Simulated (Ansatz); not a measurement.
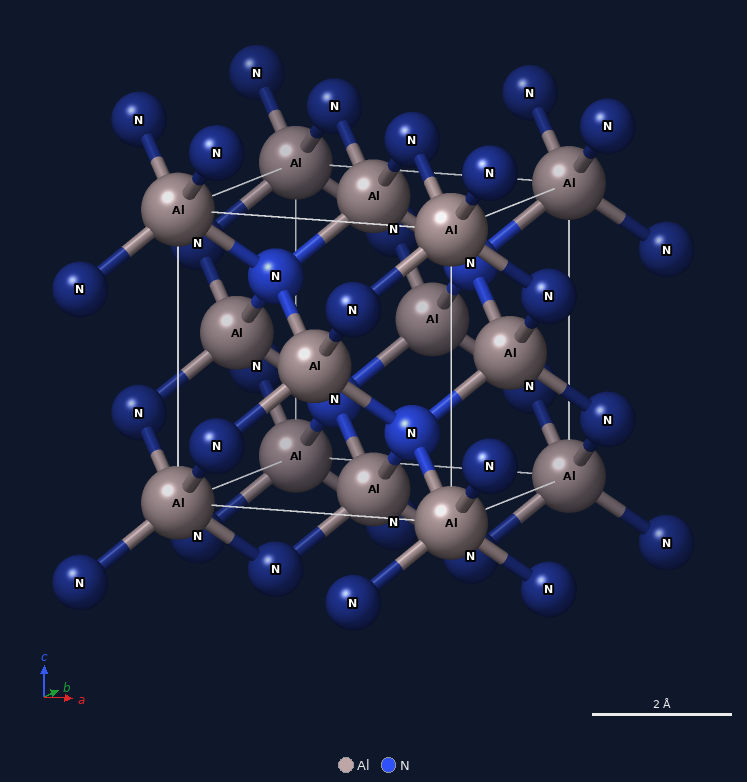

Fig. 1: The input geometry (ball-and-stick view of the cell 4 times as large as that of the calculation, set on its symmetry axes, seen slightly off an axis; neighbours outside the cell are drawn fainter). An atom can appear more than once, as a periodic image. Near neighbours in the periodic cell (some may lie outside the picture): Al has 4 N at 1.87 Å; N has 4 Al at 1.87 Å.

# Geometry relaxation of AlN (part 1 of 2)

AlN (2 atoms in the cell), computed with DFT, r2SCAN, dispersion d3bjatm, plane waves, PAW, no spin polarisation (Ansatz 0.2.0).

The structure was built on a prototype by a generator; it need not be a known phase.

**Log**
```
Engine: ansatz 0.2.0, aarch64-unknown-linux-gnu
Pseudopotentials: kind: paw
Pseudopotential: Al, paw, valence charge 3, recommended cutoff 500 eV (meta_gga), Al.paw.azcp
Pseudopotential: N, paw, valence charge 5, recommended cutoff 500 eV (meta_gga), N.paw.azcp
Functional definition: r2SCAN
  parameter k0 = 0.174
  parameter k1 = 0.065
  parameter a1 = 4.9479
  exchange = r2scan_x(k0 = k0, k1 = k1, a1 = a1)
  correlation = r2scan_c
Crystal: 2 atoms, lattice volume = 20.000 Å³
Basis set: ecut = 500 eV, 531 PW (Γ), exchange–correlation on 96×96×96 points (64 copies of the dense FFT grid, shifted against one another)
Bands: 8, of which v1, the nominal top of the filled ones, is band 4 counted from 1 (3 counted from 0)
Symmetry: 24 space group operations
Space group: F-43m (ITA 216), of the structure as read, at distance tolerance 2.7e-5 Å
k-points: 120 of 3375 (time reversal used)
Non-local potential: Al, projectors of the file, l = 0: 2, l = 1: 2, l = 2: 1
Non-local potential: N, projectors of the file, l = 0: 2, l = 1: 2, l = 2: 1
PAW form: soft (Blöchl's): semilocal exchange-correlation on the pseudo side does not see the compensation charge
PAW frozen core: Al, regenerated for the run's functional (the file was generated under x = pbe(κ = 0.804, μ = 0.2195149727645171), c = pbe(β = 0.06672455060314922))
PAW frozen core: N, regenerated for the run's functional (the file was generated under x = pbe(κ = 0.804, μ = 0.2195149727645171), c = pbe(β = 0.06672455060314922))
PAW one-centre angular grid: Al, 302 points (default); XC on 160 Gauss nodes
PAW one-centre angular grid: N, 302 points (default); XC on 160 Gauss nodes
Initial density: superposition of atomic densities (neutral atoms: chi_scale 0, normalization atom), corrected by the library's trained network
Initial wavefunctions: pseudopotential atomic-orbital guess
Functional: x = r2scan, c = r2scan; τ floored in thin density (d = 2e-4 eV/Å³)
SCF iter   1: F=—  HF=-928.563704 eV  |F-HF|=—  |Δ(HF+E_count)|=         —  Δρ=6.96e-3  dr2=1.02e-2  dr2_τ=1.74e-1  ethr=1.77e-3  ⟨swp⟩=4.8  Hψ=7133  notcnv=0
preconditioner: auto → none  [insulator: Δε(μ)=4.066 eV  Ē_g=16.991 eV  σ=0.080 eV  W_gap=1.00  n_scr=0 (ndim 2)  ℏωp=23.5 eV  f_vac=0.000  D(μ)=0.00/eV (n_scr^D=0)  ε∞_Penn≈2.9]
SCF iter   2: F=—  HF=-928.642595 eV  |F-HF|=—  |Δ(HF+E_count)|=   7.89e-2  Δρ=8.26e-3  dr2=1.42e-2  dr2_τ=2.31e-4  ethr=1.28e-4  ⟨swp⟩=2.0  Hψ=2884  notcnv=0  κ⁻¹=1.0e0(r=1)
SCF iter   3: F=—  HF=-928.643913 eV  |F-HF|=—  |Δ(HF+E_count)|=   1.32e-3  Δρ=9.64e-3  dr2=2.03e-2  dr2_τ=4.80e-4  ethr=1.28e-4  ⟨swp⟩=1.0  Hψ=960  notcnv=0  κ⁻¹=3.9e-3(r=2)
SCF iter   4: F=—  HF=-928.639101 eV  |F-HF|=—  |Δ(HF+E_count)|=   4.81e-3  Δρ=4.19e-3  dr2=1.36e-3  dr2_τ=7.46e-5  ethr=1.28e-4  ⟨swp⟩=2.3  Hψ=1858  notcnv=0  κ⁻¹=3.0e-3(r=2)
SCF iter   5: F=—  HF=-928.639036 eV  |F-HF|=—  |Δ(HF+E_count)|=   6.50e-5  Δρ=3.90e-3  dr2=1.14e-3  dr2_τ=6.75e-5  ethr=1.70e-5  ⟨swp⟩=1.0  Hψ=960  notcnv=0  κ⁻¹=5.3e-4(r=2)
SCF iter   6: F=—  HF=-928.638752 eV  |F-HF|=—  |Δ(HF+E_count)|=   2.84e-4  Δρ=1.28e-3  dr2=1.24e-4  dr2_τ=6.58e-6  ethr=1.43e-5  ⟨swp⟩=1.0  Hψ=960  notcnv=0  κ⁻¹=4.0e-2(r=2)
SCF iter   7: F=—  HF=-928.638727 eV  |F-HF|=—  |Δ(HF+E_count)|=   2.51e-5  Δρ=1.25e-4  dr2=1.66e-6  dr2_τ=1.09e-7  ethr=1.55e-6  ⟨swp⟩=2.0  Hψ=1389  notcnv=0  κ⁻¹=1.6e-2(r=2)
SCF iter   8: F=—  HF=-928.638727 eV  |F-HF|=—  |Δ(HF+E_count)|=   7.25e-7  Δρ=1.17e-4  dr2=1.47e-6  dr2_τ=8.79e-8  ethr=2.07e-8  ⟨swp⟩=1.0  Hψ=960  notcnv=0  κ⁻¹=2.4e-4(r=2)
SCF iter   9: F=—  HF=-928.638727 eV  |F-HF|=—  |Δ(HF+E_count)|=   2.96e-7  Δρ=9.52e-5  dr2=1.07e-6  dr2_τ=5.73e-8  ethr=1.84e-8  ⟨swp⟩=1.0  Hψ=960  notcnv=0  κ⁻¹=6.0e-2(r=2)
SCF iter  10: F=—  HF=-928.638727 eV  |F-HF|=—  |Δ(HF+E_count)|=   2.67e-7  Δρ=8.05e-5  dr2=8.27e-7  dr2_τ=4.01e-8  ethr=1.34e-8  ⟨swp⟩=1.0  Hψ=960  notcnv=0  κ⁻¹=9.6e-2(r=2)
SCF iter  11: F=—  HF=-928.638727 eV  |F-HF|=—  |Δ(HF+E_count)|=   2.12e-7  Δρ=7.80e-5  dr2=6.17e-7  dr2_τ=3.66e-8  ethr=1.03e-8  ⟨swp⟩=1.0  Hψ=960  notcnv=0  κ⁻¹=2.3e-1(r=2)
SCF iter  12: F=—  HF=-928.638727 eV  |F-HF|=—  |Δ(HF+E_count)|=   6.09e-8  Δρ=7.67e-5  dr2=5.43e-7  dr2_τ=3.51e-8  ethr=7.71e-9  ⟨swp⟩=1.0  Hψ=960  notcnv=0  κ⁻¹=3.8e-2(r=2)
SCF iter  13: F=—  HF=-928.638728 eV  |F-HF|=—  |Δ(HF+E_count)|=   7.58e-8  Δρ=6.20e-5  dr2=3.56e-7  dr2_τ=2.53e-8  ethr=6.79e-9  ⟨swp⟩=1.0  Hψ=960  notcnv=0  κ⁻¹=6.2e-2(r=2)
SCF iter  14: F=—  HF=-928.638728 eV  |F-HF|=—  |Δ(HF+E_count)|=   2.91e-8  Δρ=5.64e-5  dr2=3.10e-7  dr2_τ=2.14e-8  ethr=4.45e-9  ⟨swp⟩=1.0  Hψ=960  notcnv=0  κ⁻¹=3.0e-2(r=2)
SCF iter  15: F=—  HF=-928.638728 eV  |F-HF|=—  |Δ(HF+E_count)|=   7.43e-8  Δρ=4.43e-5  dr2=2.05e-7  dr2_τ=1.32e-8  ethr=3.87e-9  ⟨swp⟩=1.0  Hψ=960  notcnv=0  κ⁻¹=4.6e-2(r=2)
SCF iter  16: F=—  HF=-928.638728 eV  |F-HF|=—  |Δ(HF+E_count)|=   2.17e-8  Δρ=4.12e-5  dr2=1.81e-7  dr2_τ=1.14e-8  ethr=2.56e-9  ⟨swp⟩=1.0  Hψ=960  notcnv=0  κ⁻¹=2.2e-2(r=2)
SCF iter  17: F=—  HF=-928.638728 eV  |F-HF|=—  |Δ(HF+E_count)|=   7.27e-8  Δρ=2.92e-5  dr2=1.10e-7  dr2_τ=5.51e-9  ethr=2.26e-9  ⟨swp⟩=1.0  Hψ=960  notcnv=0  κ⁻¹=2.6e-2(r=2)
SCF iter  18: F=-928.638728 eV  HF=-928.638728 eV  |F-HF|=5.98e-8  |Δ(HF+E_count)|=   1.64e-8  Δρ=2.75e-5  dr2=9.50e-8  dr2_τ=4.83e-9  ethr=1.25e-9  ⟨swp⟩=3.0  Hψ=2400  notcnv=0
SCF 1 converged in 18 iterations: F = -928.638728 eV  dr2 = 9.50e-8
  greatest PAW one-centre occupation: 0.797 electrons in one spin orbital (limit 2), on the N atom at site 1 (counted from 0), in its partial waves of l = 0
relax step   1: F+E_penalty+E_count = -928.63872784 eV  Δ(F+E_penalty+E_count) = +0.000e0 eV  max|allowed force component| = 2.082e-16 eV/Å  Δτ_max = 0.0000 Å  P = +8.070 GPa  Ω = 20.000 Å³  (18 SCF iters, dr2 threshold 1.00e-7 eV, accepted)
Crystal: 2 atoms, lattice volume = 20.353 Å³
Initial density: handed on by an earlier stage of this run
Initial wavefunctions: those handed on with the density
iter 1 solved again at ethr=4.52e-5 eV; its pass at ethr=3.10e-3 eV (dr2=3.62e-3 eV) is discarded
SCF iter   1: F=—  HF=-928.651934 eV  |F-HF|=—  |Δ(HF+E_count)|=         —  Δρ=3.94e-3  dr2=3.60e-3  dr2_τ=1.76e-3  ethr=4.52e-5  ⟨swp⟩=1.0  Hψ=7405  notcnv=0
automatic band count: iteration 1 solves 7 bands in place of 8: the levels show a gap, and the empty bands left out lie too high to hold charge; the band table lists the bands solved (type scf.n_extra_bands for more)
preconditioner: auto → none  [insulator: Δε(μ)=3.979 eV  Ē_g=15.763 eV  σ=0.080 eV  W_gap=1.00  n_scr=0 (ndim 2)  ℏωp=23.3 eV  f_vac=0.000  D(μ)=0.00/eV (n_scr^D=0)  ε∞_Penn≈3.2]
SCF iter   2: F=—  HF=-928.652645 eV  |F-HF|=—  |Δ(HF+E_count)|=   7.10e-4  Δρ=3.59e-3  dr2=3.08e-3  dr2_τ=3.16e-5  ethr=4.50e-5  ⟨swp⟩=1.0  Hψ=840  notcnv=0  κ⁻¹=1.0e0(r=1)
SCF iter   3: F=—  HF=-928.651852 eV  |F-HF|=—  |Δ(HF+E_count)|=   7.92e-4  Δρ=1.00e-3  dr2=2.63e-4  dr2_τ=1.25e-5  ethr=3.84e-5  ⟨swp⟩=2.1  Hψ=1218  notcnv=0  κ⁻¹=6.3e-1(r=2)
SCF iter   4: F=—  HF=-928.651814 eV  |F-HF|=—  |Δ(HF+E_count)|=   3.80e-5  Δρ=7.18e-4  dr2=5.72e-5  dr2_τ=2.92e-6  ethr=3.29e-6  ⟨swp⟩=2.5  Hψ=1207  notcnv=0  κ⁻¹=6.9e-3(r=2)
SCF iter   5: F=—  HF=-928.651813 eV  |F-HF|=—  |Δ(HF+E_count)|=   1.51e-6  Δρ=6.78e-4  dr2=4.91e-5  dr2_τ=2.63e-6  ethr=7.15e-7  ⟨swp⟩=1.0  Hψ=840  notcnv=0  κ⁻¹=1.6e-3(r=2)
SCF iter   6: F=—  HF=-928.651805 eV  |F-HF|=—  |Δ(HF+E_count)|=   8.01e-6  Δρ=1.18e-4  dr2=1.30e-6  dr2_τ=1.01e-7  ethr=6.14e-7  ⟨swp⟩=1.9  Hψ=1145  notcnv=0  κ⁻¹=5.0e-3(r=2)
SCF iter   7: F=-928.651805 eV  HF=-928.651805 eV  |F-HF|=4.93e-8  |Δ(HF+E_count)|=   9.21e-8  Δρ=3.12e-5  dr2=7.47e-8  dr2_τ=9.06e-9  ethr=2.50e-9  ⟨swp⟩=2.5  Hψ=3062  notcnv=0
SCF 2 converged in 7 iterations: F = -928.651805 eV  dr2 = 7.47e-8
  greatest PAW one-centre occupation: 0.796 electrons in one spin orbital (limit 2), on the N atom at site 1 (counted from 0), in its partial waves of l = 0
relax step   2: F+E_penalty+E_count = -928.65180479 eV  Δ(F+E_penalty+E_count) = -1.308e-2 eV  max|allowed force component| = 9.714e-17 eV/Å  Δτ_max = 0.0000 Å  P = +3.939 GPa  Ω = 20.353 Å³  energy of the carried Pulay correction = -9.508e-5 eV  (7 SCF iters, dr2 threshold 2.00e-7 eV, accepted)
Crystal: 2 atoms, lattice volume = 20.702 Å³
iter 1 solved again at ethr=4.20e-5 eV; its pass at ethr=3.10e-3 eV (dr2=3.36e-3 eV) is discarded
SCF iter   1: F=—  HF=-928.656234 eV  |F-HF|=—  |Δ(HF+E_count)|=         —  Δρ=3.74e-3  dr2=3.34e-3  dr2_τ=1.63e-3  ethr=4.20e-5  ⟨swp⟩=1.0  Hψ=7369  notcnv=0
automatic band count: iteration 1 solves 7 bands in place of 8: the levels show a gap, and the empty bands left out lie too high to hold charge; the band table lists the bands solved (type scf.n_extra_bands for more)
preconditioner: auto → none  [insulator: Δε(μ)=3.967 eV  Ē_g=15.599 eV  σ=0.080 eV  W_gap=1.00  n_scr=0 (ndim 2)  ℏωp=23.1 eV  f_vac=0.000  D(μ)=0.00/eV (n_scr^D=0)  ε∞_Penn≈3.2]
SCF iter   2: F=—  HF=-928.656905 eV  |F-HF|=—  |Δ(HF+E_count)|=   6.72e-4  Δρ=3.40e-3  dr2=2.85e-3  dr2_τ=2.82e-5  ethr=4.18e-5  ⟨swp⟩=1.0  Hψ=840  notcnv=0  κ⁻¹=1.0e0(r=1)
SCF iter   3: F=—  HF=-928.656182 eV  |F-HF|=—  |Δ(HF+E_count)|=   7.24e-4  Δρ=9.58e-4  dr2=2.47e-4  dr2_τ=1.16e-5  ethr=3.57e-5  ⟨swp⟩=2.1  Hψ=1215  notcnv=0  κ⁻¹=6.3e-1(r=2)
SCF iter   4: F=—  HF=-928.656150 eV  |F-HF|=—  |Δ(HF+E_count)|=   3.22e-5  Δρ=7.01e-4  dr2=5.65e-5  dr2_τ=2.88e-6  ethr=3.09e-6  ⟨swp⟩=2.5  Hψ=1206  notcnv=0  κ⁻¹=6.9e-3(r=2)
SCF iter   5: F=—  HF=-928.656149 eV  |F-HF|=—  |Δ(HF+E_count)|=   4.43e-7  Δρ=6.61e-4  dr2=4.85e-5  dr2_τ=2.59e-6  ethr=7.07e-7  ⟨swp⟩=1.0  Hψ=840  notcnv=0  κ⁻¹=1.8e-3(r=2)
SCF iter   6: F=—  HF=-928.656144 eV  |F-HF|=—  |Δ(HF+E_count)|=   4.69e-6  Δρ=1.12e-4  dr2=1.22e-6  dr2_τ=9.60e-8  ethr=6.06e-7  ⟨swp⟩=1.9  Hψ=1155  notcnv=0  κ⁻¹=4.8e-3(r=2)
SCF iter   7: F=-928.656145 eV  HF=-928.656145 eV  |F-HF|=5.40e-8  |Δ(HF+E_count)|=   1.55e-7  Δρ=3.14e-5  dr2=7.38e-8  dr2_τ=9.61e-9  ethr=2.50e-9  ⟨swp⟩=2.5  Hψ=3044  notcnv=0
SCF 3 converged in 7 iterations: F = -928.656145 eV  dr2 = 7.38e-8
  greatest PAW one-centre occupation: 0.794 electrons in one spin orbital (limit 2), on the N atom at site 1 (counted from 0), in its partial waves of l = 0
relax step   3: F+E_penalty+E_count = -928.65614467 eV  Δ(F+E_penalty+E_count) = -4.340e-3 eV  max|allowed force component| = 1.399e-16 eV/Å  Δτ_max = 0.0000 Å  P = +0.183 GPa  Ω = 20.702 Å³  energy of the carried Pulay correction = -1.873e-4 eV  (7 SCF iters, dr2 threshold 2.00e-7 eV, accepted)
Crystal: 2 atoms, lattice volume = 20.719 Å³
iter 1 solved again at ethr=1.01e-7 eV; its pass at ethr=3.10e-3 eV (dr2=8.05e-6 eV) is discarded
```
